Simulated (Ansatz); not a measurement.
**Energy of AlRu along a shift of atoms along one path**

System: AlRu (I4mm, 8 atoms in the cell).
Method: DFT PBEsol, scalar-relativistic, plane waves, PAW, no spin polarisation (Ansatz 0.2.0).

The 5 runs differ only in the geometry, by a shift of atoms along one path in a fixed cell. The shift s is measured from run 3: Al1 moves along the Cartesian direction (0.00, 1.00, 0.00). The structure derives from an entry of the Crystallography Open Database.

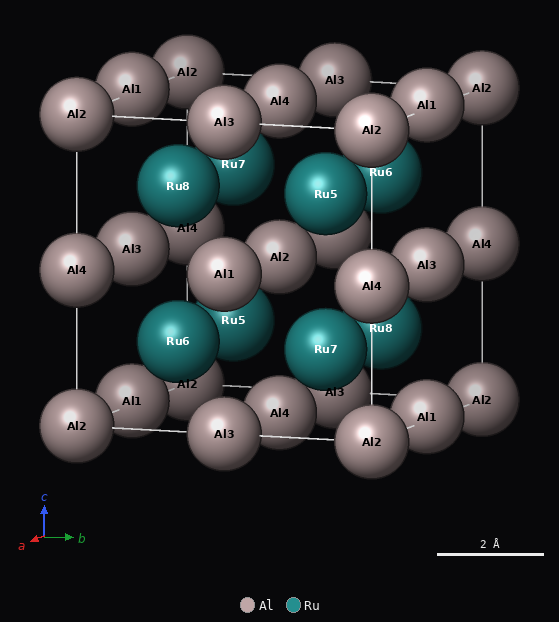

Figure 1. The structure of run 3 (spheres-only view of the cell 2 times as large as that of the calculation, set on its symmetry axes, seen slightly off an axis; atoms are numbered from 1 in the order of the input). An atom can appear more than once, as a periodic image.

**Input of run 3**
```yaml
crystal:
  lattice:
    - [-2.9764078228, 2.9764078228, 2.9764078228]
    - [2.9764078228, -2.9764078228, 2.9764078228]
    - [2.9764078228, 2.9764078228, -2.9764078228]
  atoms:
    - { symbol: Al, position: [0.5125990799, 0.5, 0.0125990799] }
    - { symbol: Al, position: [0.0, 0.0, 0.0] }
    - { symbol: Al, position: [0.0, 0.5, 0.5] }
    - { symbol: Al, position: [0.5, 0.0, 0.5] }
    - { symbol: Ru, position: [0.5, 0.5, 0.5] }
    - { symbol: Ru, position: [0.0, 0.0, 0.5] }
    - { symbol: Ru, position: [0.0, 0.5, 0.0] }
    - { symbol: Ru, position: [0.5, 0.0, 0.0] }
basis:
  ecutwfc: 420
kpoints:
  mp_grid: { grid: [14, 14, 14] }
hamiltonian:
  xc: pbesol
scf:
  occupations: { method: gaussian, width: 0.15 }
output:
  forces: true
  stress: true
  eigenvalues: true
```

Command:
```bash
ansatz run input.yaml --threads 1 --pin off --max-ram 2560MiB --backend cpu --events-out ev --progress --plain --runs-dir out
```

Run 4 differs from it as follows:
```diff
-    - { symbol: Al, position: [0.5125990799, 0.5, 0.0125990799] }
+    - { symbol: Al, position: [0.5377972397, 0.5, 0.0377972397] }
```

**Results, with one run withheld**

| run | shift s of Al1 (Å) | free energy per atom, from the lowest run given (meV) | pressure (GPa) | force along the path (eV/Å) |
| --- | --- | --- | --- | --- |
| 1 | −0.5250 | 114.87 | 4.39 | 4.328 |
| 2 | −0.2250 | 9.58 | 0.48 | 1.366 |
| 3 | 0.0000 | 0.00 | 0.11 | −0.679 |
| 4 | 0.1500 | ? | ? | ? |
| 5 | 0.2250 | 48.39 | 1.97 | −2.789 |

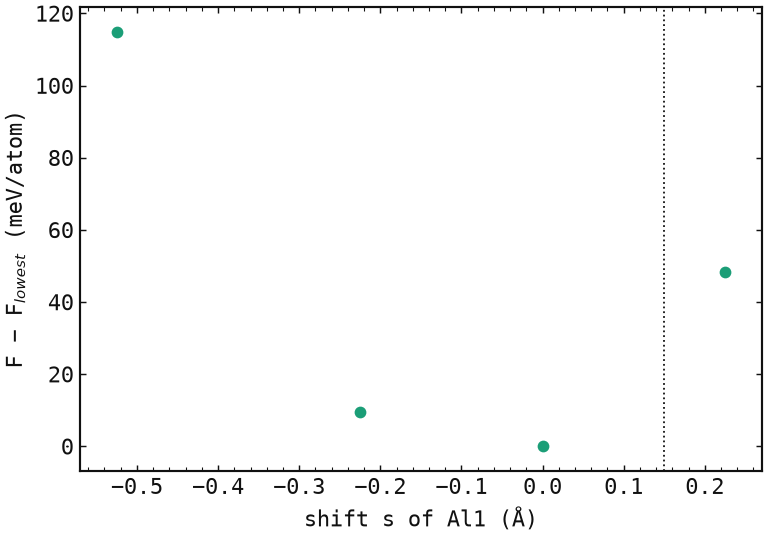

Figure 2. Free energy per atom of the runs given; the dotted line marks run 4.

Estimate the energy of run 4 from the others.

A quadratic polynomial in the coordinate, fitted to the 4 runs given, misses them by at most 0.27 meV per atom. With x = s + 0.1313, it reads F = −1.5343 − 66.695 x + 581.2 x² (meV per atom). At run 4 it gives 25.69 meV per atom, and the run itself gives 25.65. The slope of the fit gives a force −dF/ds of −2.082 eV/Å along the path (summed over the atoms that move), and the printed forces give −2.066 eV/Å. The fit has its minimum at s = −0.0739 Å.

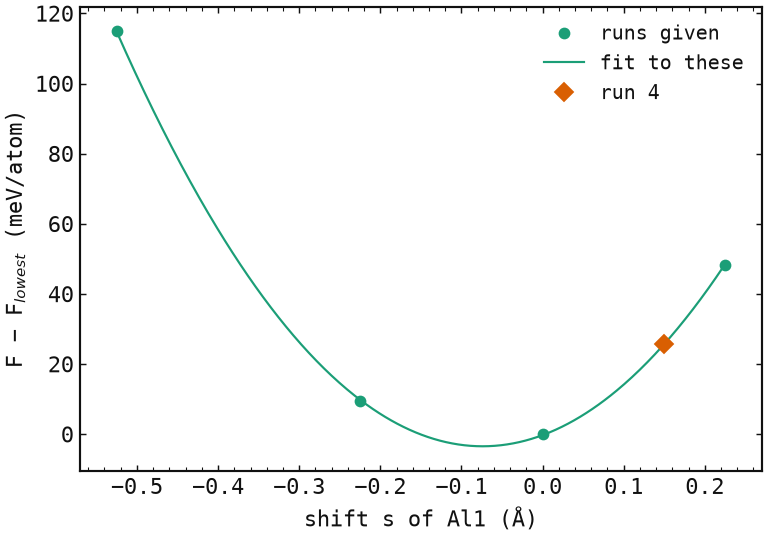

Figure 3. The fit and the withheld run.

**Output, shortened to warnings, some set-up lines, iterations and results (run 4)**
```
Basis set: ecut = 420 eV, 2093 PW (Γ), exchange–correlation on 72×72×72 points (8 copies of the dense FFT grid, shifted against one another)
Symmetry: 8 space group operations
k-points: 244 of 2744 (time reversal used)
Initial density: superposition of atomic densities (neutral atoms: chi_scale 0, normalization atom), corrected by the library's trained network
[...]
SCF iter   1: F=—  HF=-25369.049030 eV  |F-HF|=—  |Δ(HF+E_count)|=         —  Δρ=8.86e-3  dr2=9.42e-2  ethr=1.77e-3  ⟨swp⟩=7.4  Hψ=44469  notcnv=0  defer=2
SCF iter   2: F=—  HF=-25369.031105 eV  |F-HF|=—  |Δ(HF+E_count)|=   1.79e-2  Δρ=3.49e-3  dr2=1.47e-2  ethr=1.24e-4  ⟨swp⟩=1.4  Hψ=15210  notcnv=0  defer=13
SCF iter   3: F=—  HF=-25369.028110 eV  |F-HF|=—  |Δ(HF+E_count)|=   2.99e-3  Δρ=5.49e-4  dr2=1.39e-4  ethr=1.93e-5  ⟨swp⟩=2.0  Hψ=15457  notcnv=0  defer=13
SCF iter   4: F=—  HF=-25369.028125 eV  |F-HF|=—  |Δ(HF+E_count)|=   1.47e-5  Δρ=7.64e-5  dr2=1.01e-5  ethr=1.83e-7  ⟨swp⟩=2.0  Hψ=15937  notcnv=0  defer=13
SCF iter   5: F=—  HF=-25369.028180 eV  |F-HF|=—  |Δ(HF+E_count)|=   5.54e-5  Δρ=1.91e-5  dr2=4.50e-7  ethr=1.33e-8  ⟨swp⟩=2.1  Hψ=15649  notcnv=0  defer=13
SCF iter   6: F=-25369.028180 eV  HF=-25369.028180 eV  |F-HF|=7.02e-9  |Δ(HF+E_count)|=   1.67e-7  Δρ=4.15e-6  dr2=1.55e-8  ethr=1.32e-10  ⟨swp⟩=9.2  Hψ=43200  notcnv=0
SCF 1 converged in 6 iterations: F = -25369.028180 eV  dr2 = 1.55e-8
SCF converged after 6 iterations
Free energy (F): -25369.028180 eV
Harris-Foulkes:  -25369.028180 eV  (|F-HF|=7.02e-9)
Internal energy: -25368.955045 eV  (E = F + TS)
E sigma→0 (E₀):  -25368.991613 eV
Entropy (-TS):   -0.073135 eV (-9.142 meV/atom)
Fermi energy:    16.287049 eV
--- Per-component energies (eV) ---
  E_band       = -467.211931
  E_kinetic    = 2176.262899
  E_local      = -7143.891443  (includes V_loc(G=0)·N_el)
  E_nonlocal   = 1427.015175
  E_hartree    = 2533.654431
  E_xc         = -924.304533
  E_vxc        = -1082.777470  (∫ρ·V_xc dr)
  E_paw        = -15421.885338  (= ΣΔE_a)
  E_vpaw       = -911.124957  (= ΣTr[D̂ρ^β])
  E_aug_tail   = -0.000778  (compensation charges beyond the density's cutoff)
  E_ewald      = -8016.895197
  E_core_change = 1.089740  (= ΣΔE_core)
  E_smearing   = -0.073135  (= −TS)
  E_closure    = -0.000000  (closes the sum)
  Σ components = -25369.028180   (vs F -25369.028180, Δ=0.00e0)
--- Forces (eV/Å), atoms counted from 1 ---
  atom   1  Al    -0.00000000    -2.06636694    -0.00000000
  atom   2  Al    -0.00000000    -0.00603012    -0.00000000
  atom   3  Al     0.00000000     0.28105467     0.00000000
  atom   4  Al     0.00000000    -0.00603012     0.00000000
  atom   5  Ru     0.55817662     0.44933633    -0.55817662
  atom   6  Ru     0.55817662     0.44933633     0.55817662
  atom   7  Ru    -0.55817662     0.44933633     0.55817662
  atom   8  Ru    -0.55817662     0.44933633    -0.55817662
  max |Σ_I F_I| component: 2.72e-5 eV/Å
--- Stress (GPa, compression-positive) ---
        1.202927       0.000000       0.000000
        0.000000       0.903569       0.000000
        0.000000       0.000000       1.202927
  P = ⅓ Tr σ = 1.1031 GPa (11.031 kbar)
```
